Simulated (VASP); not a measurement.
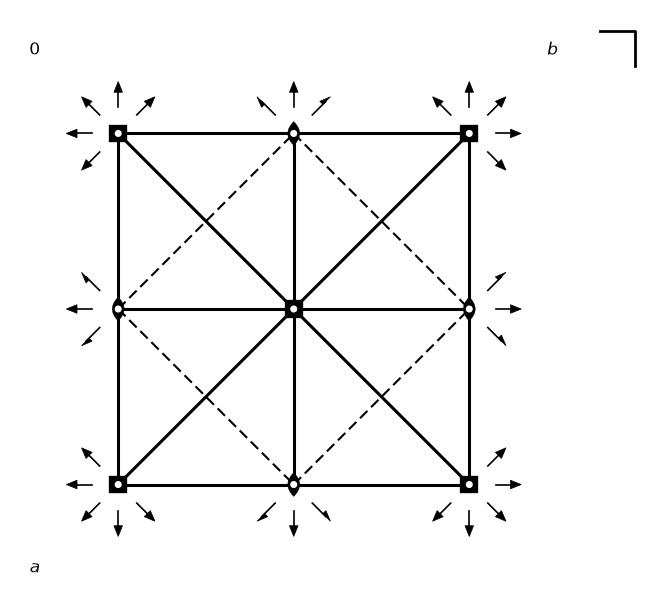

Symmetry elements of a space group, projected down c, computed from the operations of a computed or model structure of composition MnSb4.

Symbols follow the International Tables: origin at the upper left, the third axis towards the viewer; heavy, dashed, dotted, dash-dotted and dash-dot-dot lines are mirror, in-plane glide, out-of-plane glide, diagonal (n; with arrows d) and double (e) glide planes seen edge on; arrows at the rim are 2 (full head) and 2₁ (half head) axes in the plane; the corner sign is a plane parallel to the page; fractions are heights. Handed screw axes carry their printed symbol instead of tails.

> Identify the space group.

No. 123, P4/mmm; primitive tetragonal, point group 4/mmm, 16 general positions a cell.

> List the elements shown.

4 axes along c at (0, 0), (1/2, 1/2); 2 axes along c at (0, 1/2), (1/2, 0); inversion centres at (0, 0), (0, 1/2), (1/2, 0), (1/2, 1/2); mirror planes holding c and [1 1 0] or [−1 1 0]; in-plane glide planes holding c and [1 1 0] or [−1 1 0]; mirror planes normal to a, at x = 0, 1/2; mirror planes normal to b, at y = 0, 1/2; a mirror plane normal to c at height 0; 2 axes along [1 1 0] at height 0; 2 axes along [−1 1 0] at height 0; 2 axes along a at height 0; 2 axes along b at height 0; 2₁ axes along [1 1 0] at height 0; 2₁ axes along [−1 1 0] at height 0. Heights repeat every half period; positions are (a, b) fractions, modulo 1.
